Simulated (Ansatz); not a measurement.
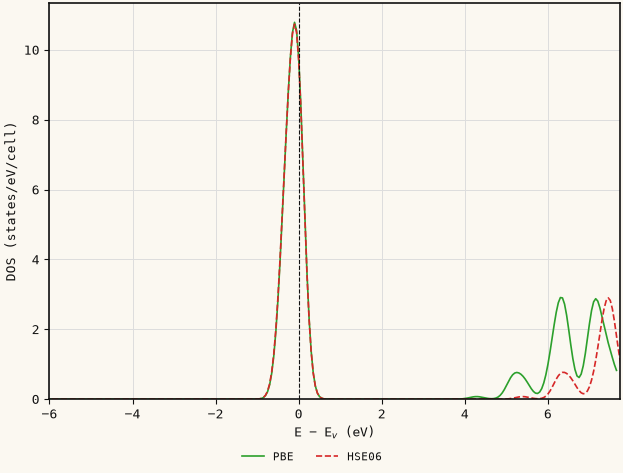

Total densities of states of KBr, space group F-43m, 2 atoms in the cell, zincblende type, by two methods on the same cell. The curves are built from the levels of the k mesh with Gaussians 0.4 eV wide, which also blur the band edges. Each is counted from its own valence-band top.

How do the methods compare?

Answer. PBE gives a gap of 4.28 eV and HSE06 gives a gap of 5.39 eV.

Settings. PBE: DFT, PBE, plane waves, PAW, no spin polarisation, 4×4×4 k mesh, 420 eV cutoff (Ansatz 0.2.0). HSE06: DFT, HSE06, plane waves, PAW, no spin polarisation, 4×4×4 k mesh, 420 eV cutoff (Ansatz).
